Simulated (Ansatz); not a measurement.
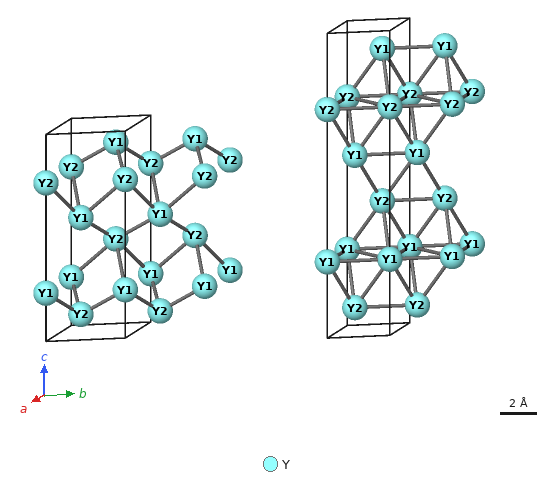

Two geometries of crystalline Y (built on the Sb_166 type) (coarse preliminary run), drawn at one scale. One is the start of a relaxation, the other its converged end. A ball-and-stick model of the conventional cell (3 times the calculation's cell), repeated 1 × 2 × 1 with one cell outlined, seen slightly off an axis. Lengths and directions refer to the drawn axes.

Method: DFT PBE, scalar-relativistic, plane waves, PAW in Ansatz. Settings: plane-wave cutoff 420 eV; k-point mesh 6 × 6 × 6; occupations gaussian; smearing width 0.1 eV; no spin polarisation; cell and atoms relaxed; force threshold 0.04 eV/Å; at most 70 steps.

### Which of the two is the end point?

The right one is the relaxed one. Case: Sb type (R-3m, No. 166). The largest moves relative to the cell, 0.29 Å, are those of Y1 and Y2. Y1 goes along +c. The drawn cell changes as follows: a = b 4.548 → 3.581 Å (−21.3 %), c 11.876 → 17.485 Å (+47.2 %); the volume changes by −8.7 %. Among the contacts that change: Y1–Y1 4.548 → 3.581 Å, Y1–Y2 3.070 → 3.573 Å, Y1–Y2 (another image) 3.536 → 3.573 Å. Bond angles that change, for instance: Y2–Y1–Y2 95.6° → 60.1°, Y2–Y1–Y2 91.7° → 119.9°, Y2–Y1–Y2 80.1° → 60.1°. The space group stays R-3m (No. 166). The energy falls by 1.853 eV per cell of the calculation in 13 accepted moves (15 points after the start). Largest force component: 1.6 eV/Å at the start, 0.00038 eV/Å at the end. The pressure goes from −0.44 to 0.05 GPa. The SCF was repeated twice at an unchanged geometry on a basis and grid sized afresh for the cell, which shifted the energy by 67.3 meV per cell of the calculation at most.
